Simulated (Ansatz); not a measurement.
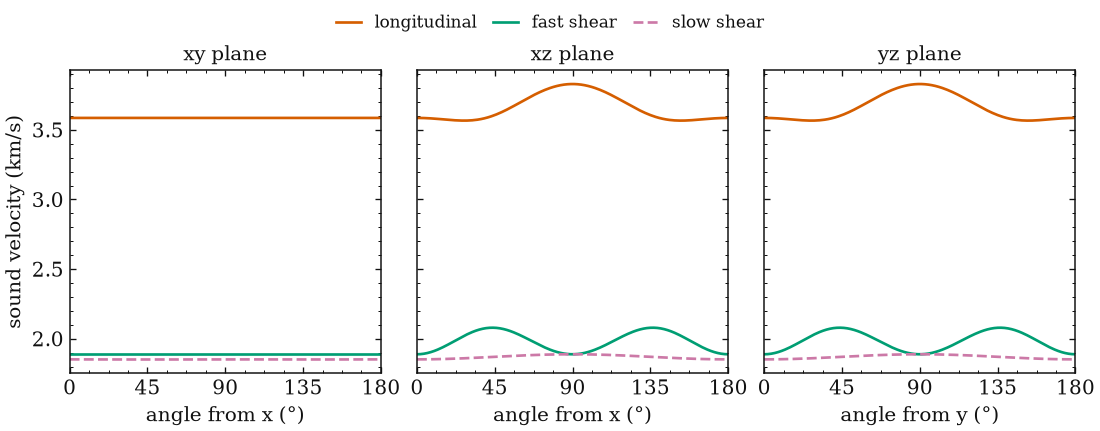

The figure shows the sound velocities against the direction of travel in the xy, xz and yz planes, from the elastic constants and the density for Hf, space group P6_3/mmc (No. 194).

The given structure:
```
CELL_PARAMETERS angstrom
3.20317 0.00000 0.00000
-1.60158 2.77402 0.00000
0.00000 0.00000 5.08134
ATOMIC_POSITIONS crystal
Hf 0.33333 0.66667 0.25000
Hf 0.66667 0.33333 0.75000
```

How it was computed, with Ansatz 0.2.0: elastic stress-strain coefficients at zero temperature from small strains of the given cell, Voigt order xx yy zz yz xz xy, Cartesian axes of the cell vectors; plane waves with PAW datasets, Γ-centred k mesh. Level: PBE, no spin polarisation.

```tsv
setting	value
wave cutoff	420 eV
k mesh	18×18×8
occupations	Fermi–Dirac
smearing width	0.15 eV
ions	relaxed
strain amplitude	0.005
```

How fast does sound travel along the Cartesian axes?

Along x the longitudinal wave runs at 3.59 km/s and the transverse ones at 1.89 and 1.85 km/s; along y the longitudinal wave runs at 3.59 km/s and the transverse ones at 1.89 and 1.85 km/s; along z the longitudinal wave runs at 3.83 km/s and the transverse ones at 1.89 and 1.89 km/s; along x + y they run at 3.59, 1.89 and 1.85 km/s (density 13.1 g/cm³).

Caveats: metal sensitive to the k mesh.
